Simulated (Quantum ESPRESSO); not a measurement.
**Energy of FeO along an even scaling of the cell**

System: FeO (R-3m, 2 atoms in the cell).
Method: Kohn-Sham DFT of a periodic cell, LDA, GBRV 1.5 LDA, spin-polarised (Quantum ESPRESSO 7.5).

The 7 runs differ only in the geometry, by an even scaling of the cell at fixed fractional positions. The structure derives from an entry of the Crystallography Open Database.

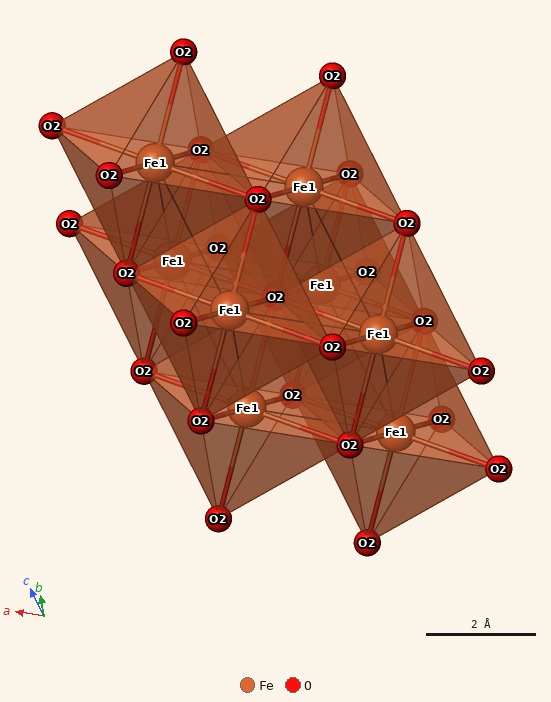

Figure 1. The structure of run 4 (polyhedral view of the reduced cell, seen at an oblique angle; polyhedra are completed across the faces of the cell; atoms are numbered from 1 in the order of the input).

## Input of run 4
```
&CONTROL
  calculation = 'scf'
  prefix = 'pwscf'
  outdir = './tmp'
  pseudo_dir = './pseudo'
  tstress = .true.
  disk_io = 'nowf'
/
&SYSTEM
  ibrav = 0
  nat = 2
  ntyp = 2
  ecutwfc = 56
  ecutrho = 448
  nbnd = 21
  occupations = 'smearing'
  smearing = 'fd'
  degauss = 0.00367493
  nspin = 2
  starting_magnetization(1) = 0.1875
  starting_magnetization(2) = 0
/
&ELECTRONS
  conv_thr = 4d-10
  electron_maxstep = 120
  mixing_beta = 0.3
/
ATOMIC_SPECIES
Fe    55.8450 fe_lda_v1.5.uspp.F.UPF
O     15.9990 o_lda_v1.2.uspp.F.UPF
CELL_PARAMETERS angstrom
   1.5188209023    0.8768916568    2.5195772846
  -1.5188209023    0.8768916568    2.5195772846
   0.0000000000   -1.7537833136    2.5195772846
ATOMIC_POSITIONS crystal
Fe     0.0000000000    0.0000000000    0.0000000000
O      0.5000000000    0.5000000000    0.5000000000
K_POINTS automatic
11 11 11 0 0 0
```

Command:
```bash
OMP_NUM_THREADS=1 mpirun -n 2 pw.x -nk 2 -in pw.in > pw.out
```

Lattice vectors (Å) and fractional positions of run 4:
```
   1.518821    0.876892    2.519577
  -1.518821    0.876892    2.519577
   0.000000   -1.753783    2.519577
Fe  0.000000  0.000000  0.000000
O   0.500000  0.500000  0.500000
```

Run 3 differs from it as follows:
```diff
-   1.5188209023    0.8768916568    2.5195772846
-  -1.5188209023    0.8768916568    2.5195772846
-   0.0000000000   -1.7537833136    2.5195772846
+   1.5086271663    0.8710063006    2.5026668604
+  -1.5086271663    0.8710063006    2.5026668604
+   0.0000000000   -1.7420126011    2.5026668604
```

## Results, with one run withheld

```csv
run,volume per atom (Å³),"free energy per atom, from the lowest run given (meV)",pressure (GPa)
1,9.463,0.00,−5.25
2,9.664,8.97,−9.36
3,9.866,?,?
4,10.067,41.10,−16.32
5,10.268,63.22,−19.21
6,10.470,88.81,−21.78
7,10.671,117.44,−24.06
```

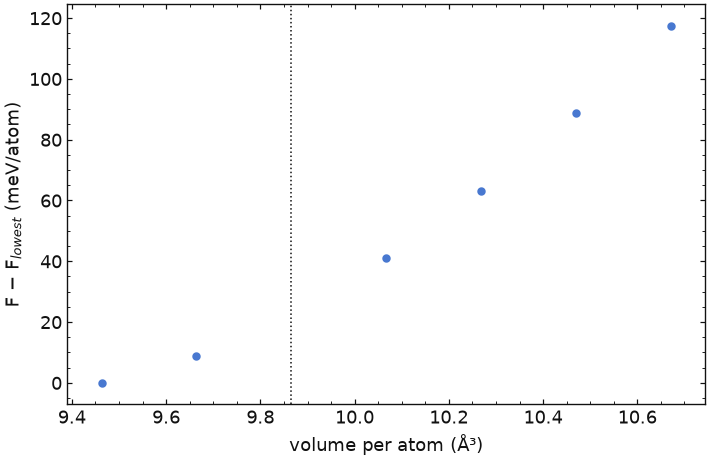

Figure 2. Free energy per atom of the runs given; the dotted line marks run 3.

Estimate the energy of run 3 from the others.

A cubic polynomial in V^(−2/3) (the Birch–Murnaghan form), fitted to the 6 runs given, misses them by at most 0.03 meV per atom. With x = V^(−2/3) − 0.21423 Å⁻², it reads F = 42.946 − 7224.4 x + 2.7791e+05 x² + 2.2432e+05 x³ (meV per atom). At run 3 it gives 22.90 meV per atom, and the run itself gives 22.84. The slope of the fit gives a pressure −dF/dV of −12.85 GPa there, and the run prints −13.03 GPa. The two needn't agree exactly: the fit is approximate, and the printed stress is taken on a finite basis. The fit has no minimum inside this range.

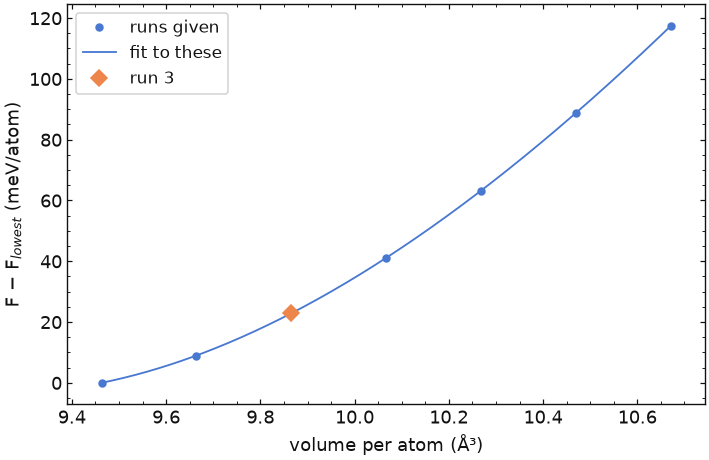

Figure 3. The fit and the withheld run.

## Some lines of the output (run 3)
```
[...]
     total energy              =    -282.55905157 Ry
     total energy              =    -282.56420364 Ry
     total energy              =    -282.56671048 Ry
     total energy              =    -282.56681659 Ry
     total energy              =    -282.56684927 Ry
     total energy              =    -282.56685250 Ry
     total energy              =    -282.56685275 Ry
     total energy              =    -282.56685287 Ry
     total energy              =    -282.56685289 Ry
     the Fermi energy is    14.3036 ev
!    total energy              =    -282.56685289 Ry
     The total energy is F=E-TS. E is the sum of the following terms:
     Computing stress (Cartesian axis) and pressure
          total   stress  (Ry/bohr**3)                   (kbar)     P=     -130.27
```
